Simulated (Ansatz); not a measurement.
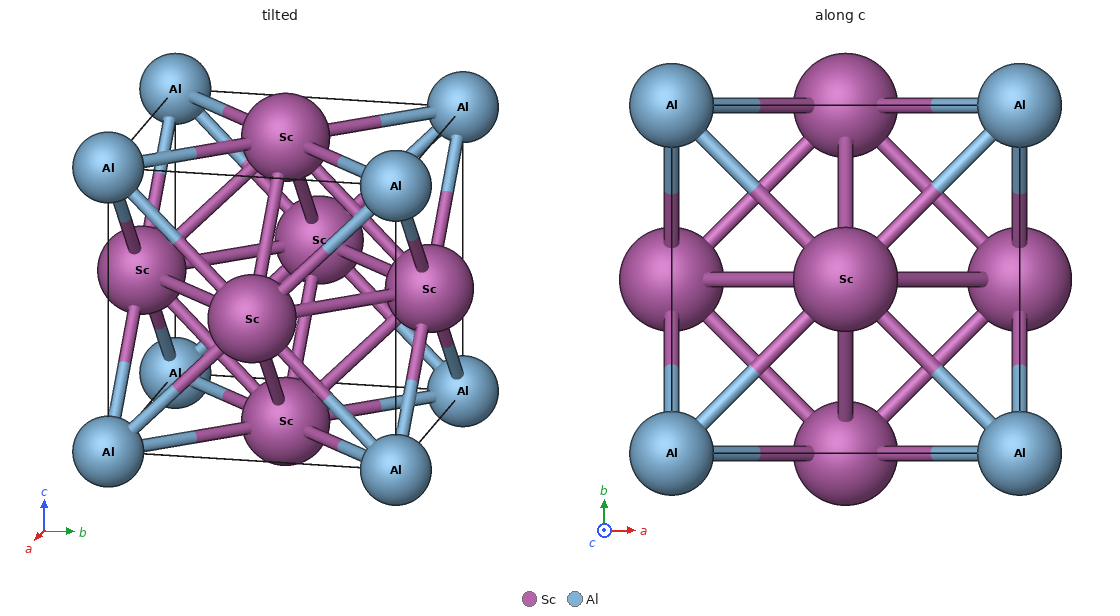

Structure drawing (ball-and-stick), viewed slightly off an axis and along the c axis. The lines enclose the conventional unit cell; boundary atoms appear with their images. Cell: a = 4.37 Å, b = 4.37 Å, c = 4.37 Å, α = 90.00°, β = 90.00°, γ = 90.00°.

Source of the structure: a structure listed in the Materials Project. Earlier steps of the study may have refined or changed the cell and positions. It went into a calculation with Ansatz.

### What is this?

The material is Sc₃Al. The structure has Pm-3m (No. 221) symmetry and a primitive cubic lattice. Among the common structure types it is Cu₃Au (L1₂) type. The cell has 4 atoms, namely 3 Sc, 1 Al. Around each Sc lie eight Sc and four Al in a cuboctahedral arrangement (about 3.1 Å to Sc, 3.1 Å to Al). Al sits among twelve Sc in a cuboctahedral arrangement at about 3.1 Å. The bonds build a three-dimensional framework.

Run with Ansatz, DFT PBEsol, scalar-relativistic, plane waves, PAW and these settings: a cutoff energy of 420 eV, a 10×10×10 k-point grid, Gaussian smearing of 0.1 eV, no spin polarisation.

### What does the calculation say: metal or gapped?

A metal: bands cross the Fermi level.

### State the Bader charges by element.

Sc +0.70 e; Al -2.00 e.

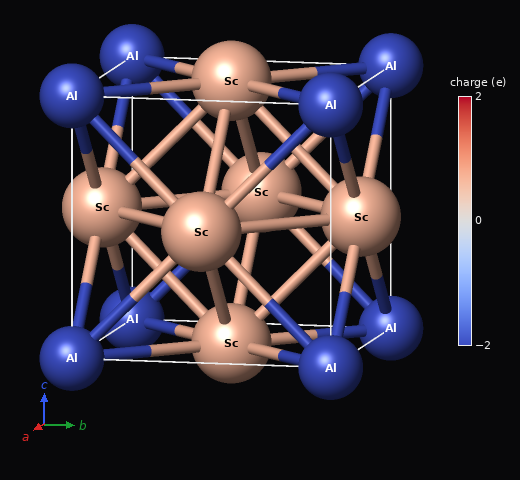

The atoms coloured by those charges. The run's cell of 4 atoms is drawn.

### Is this an equilibrium geometry for the method given?

Yes. All forces vanish to within 0.01 eV/Å. The pressure is 0.0 GPa, close to zero.
